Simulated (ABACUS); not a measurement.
Consider BaTiO3.

```
Ba Ti O
1.0
     4.00600    0.00000    0.00000
     0.00000    4.00600    0.00000
     0.00000    0.00000    4.00600
Ba Ti O
1 1 3
Cartesian
  2.0030 2.0030 2.0030
  0.0000 0.0000 0.0000
  0.0000 0.0000 2.0030
  2.0030 0.0000 0.0000
  0.0000 2.0030 0.0000
```

Space group Pm-3m; computed pressure about −8 GPa in this cell.

Computed with ABACUS, Kohn-Sham DFT of a periodic cell, LDA, GBRV ultrasoft 1.5 LDA.

### What will maps of the valence pseudo-density show?

Ti–O (2.00 Å): ρ is about 0.64 e/Å³ halfway.
Ba–O (2.83 Å): the density is about 0.2 e/Å³ at the midpoint.

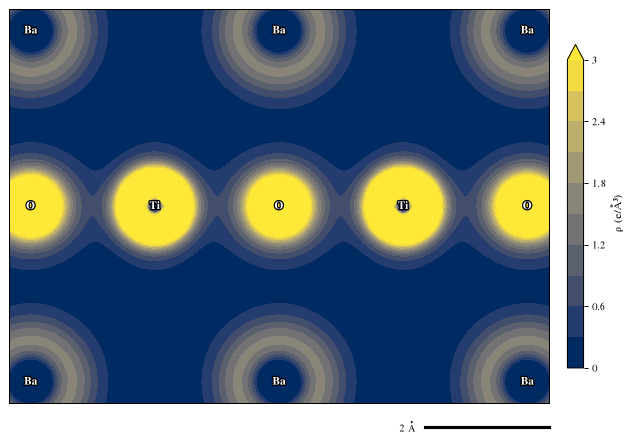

Computed valence pseudo-density on the (11̄0) plane of the conventional cell. 

Core electrons are replaced by pseudopotentials, and the valence fields are smoothed inside the atomic spheres.
